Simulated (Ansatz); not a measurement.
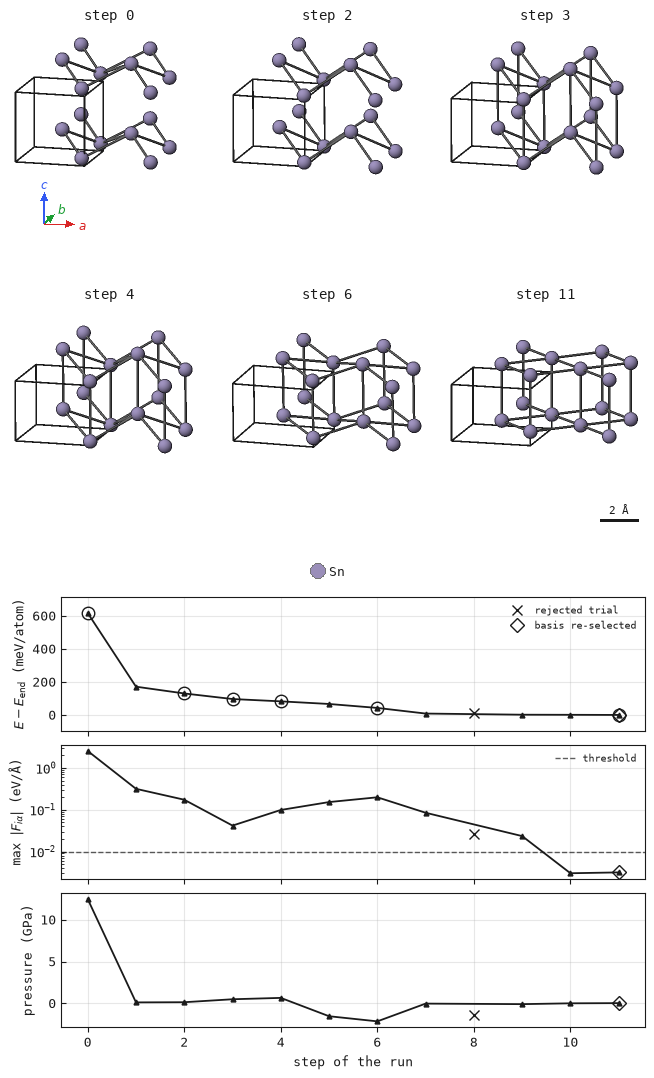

Frames of a relaxation of a crystal of Sn (set up in P-1), marked on the history of the run. Style: ball-and-stick. Shown: the cell of the calculation, repeated 2 × 2 × 2 with one cell outlined, slightly off an axis.

Case: all atoms moved at random, sigma 0.25 Å for each component; relaxed back.

All numbers below come from DFT r2SCAN, scalar-relativistic, plane waves, PAW in Ansatz.

The input:
```yaml
crystal:
  lattice:
    - [0.0, -3.7825715973, 0.0]
    - [-3.7825715973, 0.0, 0.0]
    - [0.0, 0.0, -3.7825715973]
  atoms:
    - { symbol: Sn, position: [0.5508634387, 0.4636761494, 0.3996345246] }
    - { symbol: Sn, position: [-0.0508634387, 0.0363238506, 0.1003654754] }
basis:
  ecutwfc: 500
kpoints:
  mp_grid: { grid: [10, 10, 10] }
hamiltonian:
  xc: r2scan
scf:
  occupations: { method: gaussian, width: 0.15 }
output:
  forces: true
  stress: true
  eigenvalues: true
relax:
  adjacent_minimum: "off"
  f_tol: 0.01
  max_steps: 80
  cell: { stress_tol: 0.1 }
```

Run as
```bash
ansatz run input.yaml --threads 2 --pin off --max-ram 5120MiB --backend cpu --events-out ev --progress --plain --runs-dir out
```

Q: What happens along the run?

A: Over 9 accepted moves (11 points after the start) the energy falls by 617 meV per atom. Largest force component: 2.6 eV/Å at the start, 0.0032 eV/Å at the end. Pressure: 12.47 GPa at the start and 0.02 GPa at the end. The line search rejected the trial step at point 8 of the run. The SCF was repeated once at an unchanged geometry on a basis and grid sized afresh for the cell, which shifted the energy by 0.8 meV per atom at most. The largest moves relative to the cell, 0.53 Å, are those of Sn1 and Sn2. Sn1 goes roughly along [−1 1 −3]. The volume changes by +5.3 %, with a 3.783 → 4.328 Å (+14.4 %), b 3.783 → 4.304 Å (+13.8 %), c 3.783 → 3.059 Å (−19.1 %). Among the contacts that change: Sn1–Sn1 3.783 → 3.059 Å, Sn1–Sn2 2.483 → 3.053 Å, Sn1–Sn2 (another image) 3.340 → 3.054 Å, Sn1–Sn2 (another image) 2.871 → 3.050 Å. Among the angles between lasting bonds that change: Sn2–Sn1–Sn2 130.8° → 179.6°, Sn2–Sn1–Sn2 132.9° → 179.6°, Sn2–Sn1–Sn2 72.9° → 89.7°. Within 0.06 Å the space group is P-1 at the start and Pm-3m at the end; at a tighter tolerance small leftover displacements or strains of the cell lower it. From step 0 to 2: Sn atoms move most (0.24 Å), volume +3.4 %, energy −487 meV per atom. From step 2 to 3: Sn atoms move most (0.04 Å), volume −2.1 %, energy −33.7 meV per atom. From step 3 to 4: Sn atoms move most (0.05 Å), volume +0.1 %, energy −14.1 meV per atom. From step 4 to 6: Sn atoms move most (0.28 Å), volume +8.6 %, energy −39.8 meV per atom. From step 6 to 11: Sn atoms move most (0.27 Å), volume −4.3 %, energy −42.5 meV per atom.

| step | E − E(0), meV/atom | largest force component, eV/Å | pressure, GPa | volume, Å³/atom | note |
| --- | --- | --- | --- | --- | --- |
| 0 | 0.00 | 2.5521 | 12.47 | 27.060 |  |
| 1 | -445.69 | 0.3170 | 0.11 | 28.528 |  |
| 2 | -486.69 | 0.1737 | 0.13 | 27.968 |  |
| 3 | -520.41 | 0.0417 | 0.48 | 27.394 |  |
| 4 | -534.46 | 0.0988 | 0.65 | 27.422 |  |
| 5 | -550.37 | 0.1527 | -1.55 | 29.134 |  |
| 6 | -574.28 | 0.1987 | -2.16 | 29.775 |  |
| 7 | -608.35 | 0.0847 | -0.04 | 28.516 |  |
| 8 | -607.76 | 0.0270 | -1.45 | 29.366 | rejected |
| 9 | -615.31 | 0.0234 | -0.10 | 28.544 |  |
| 10 | -615.92 | 0.0030 | 0.00 | 28.493 |  |
| 11 | -616.76 | 0.0032 | 0.02 | 28.493 | same geometry, new basis |
